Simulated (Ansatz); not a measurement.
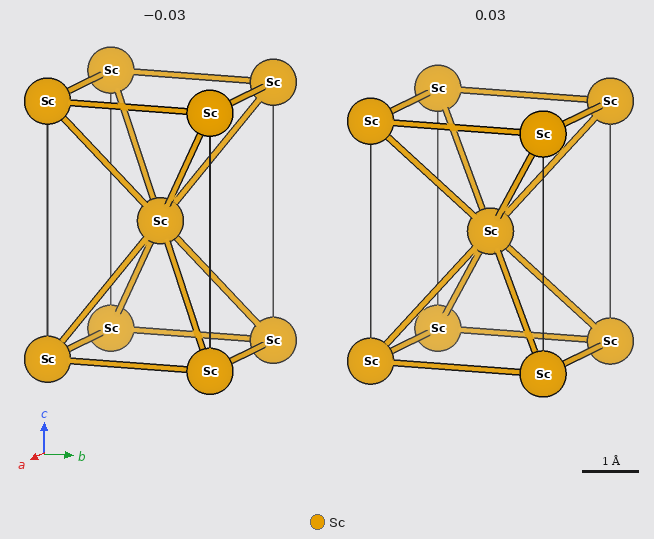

Solid Sc (set up in I4/mmm), under biaxial strain in the a–b plane (c relaxed, atoms fixed by symmetry), with energies (extrapolated to zero smearing) counted from the relaxed crystal, which is the row at zero; the cubic crystal is set up in a tetragonal cell with a = a(cubic)/√2 and c = a(cubic). The picture shows the first and the last member. A ball-and-stick model of the cell of the calculation, seen slightly off an axis.

Computed with Ansatz 0.2.0: DFT PBE, scalar-relativistic, plane waves, PAW. Settings: plane-wave cutoff 420 eV; k-point mesh 14 × 14 × 10; occupations gaussian; smearing width 0.1 eV; no spin polarisation; force threshold 0.008 eV/Å.

| strain | energy (meV/atom) | a (Å) | c (Å) |
| --- | --- | --- | --- |
| −0.03 | 8.74 | 3.170 | 4.780 |
| −0.02 | 3.51 | 3.202 | 4.727 |
| −0.01 | ? | ? | ? |
| 0.0 | 0.00 | 3.268 | 4.617 |
| 0.01 | 1.27 | 3.300 | 4.564 |
| 0.02 | 4.19 | 3.333 | 4.506 |
| 0.03 | 8.45 | 3.366 | 4.444 |

Question: One row is withheld. What does the calculation give there?

Answer: A parabola through three neighbouring rows (−0.03, −0.02, 0.0) gives, with Lagrange weights, (−0.3333)(8.74) + (1.0000)(3.51) + (0.3333)(0.00) = 0.60 meV/atom. The calculation gives 0.65 meV/atom (a = 3.235 Å, c = 4.674 Å). The estimate is 0.05 meV/atom too low. From the first member to the last: Sc–Sc 3.170 → 3.366 Å, Sc–Sc 3.276 → 3.256 Å.

The whole series:

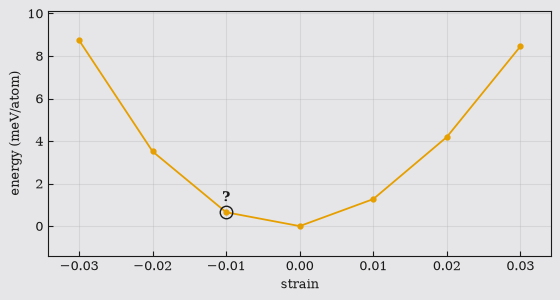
